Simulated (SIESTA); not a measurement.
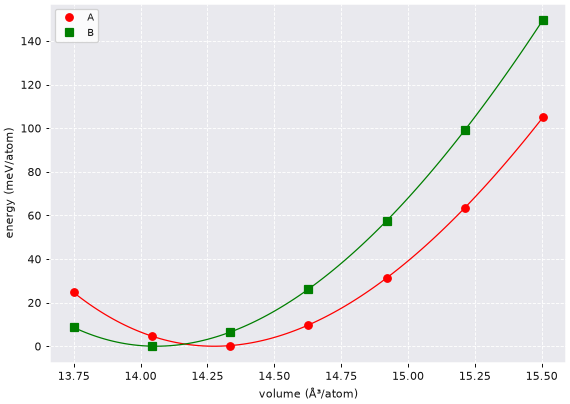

The picture above shows the energy against volume, with one curve for each functional, for Ir (space group P6_3/mmc). The labels are replaced by letters. In alphabetical order the cases are: LDA; PBEsol.

Computed with SIESTA 5.4.2: DFT in numerical atomic orbitals with pseudopotentials, no spin polarisation; energies at scaled volumes of the given cell, shape and fractions fixed, counted from the fit's minimum, third-order Birch-Murnaghan fit. All runs: no spin polarisation.

- k mesh: 11×11×6
- occupations: Fermi–Dirac
- smearing width: 0.05 eV
- potentials: PseudoDojo 0.4 standard, converted to PSML, two zetas on semicore shells

> Which letter stands for which functional?

A: PBEsol; B: LDA.

Note: mulliken charges of long orbitals; potentials made for another functional (PBEsol); short basis over semicore shells; valence orbitals made in semicore potential; shape and atomic fractions are frozen while scaling, which makes layered, chain and framework solids too stiff.
